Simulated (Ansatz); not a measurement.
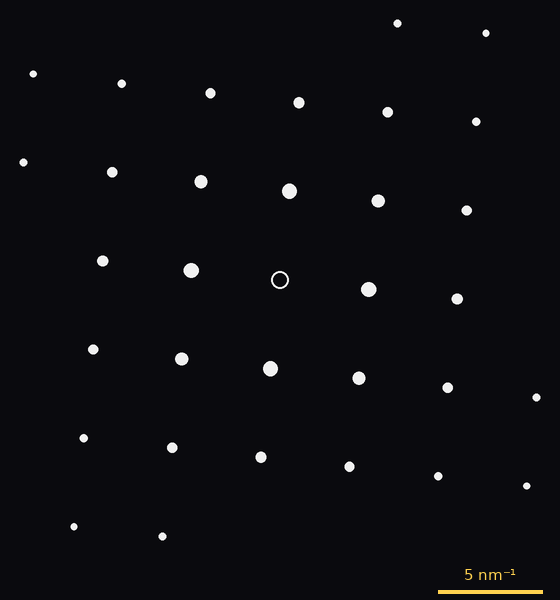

Computed electron diffraction pattern, 80 kV, single scattering only, B = 0.5 Å².

It belongs to Cu, space group Pm-3m (No. 221), a = 2.327 Å. Structure: the geometry relaxed with DFT, LDA (PW92), plane waves (420 eV) with PAW, scalar-relativistic (Ansatz); the starting structure was generated, so it need not be a known form of this composition.

```cif
data_structure
_symmetry_space_group_name_H-M 'Pm-3m'
_symmetry_Int_Tables_number 221
_cell_length_a 2.3268
_cell_length_b 2.3268
_cell_length_c 2.3268
_cell_angle_alpha 90.000
_cell_angle_beta 90.000
_cell_angle_gamma 90.000
_cell_volume 12.60
loop_
_atom_site_label
_atom_site_type_symbol
_atom_site_symmetry_multiplicity
_atom_site_Wyckoff_symbol
_atom_site_fract_x
_atom_site_fract_y
_atom_site_fract_z
_atom_site_occupancy
Cu1 Cu 1 a 0.00000 0.00000 0.00000 1
```

> Which low-index zone axis gives this pattern?

The spots form a square net with both shortest vectors at d = 2.33 Å, 90.0° apart. They index as 1 0 0 and 0 1 0, so the zone axis is [001] (or an equivalent direction of <001>).
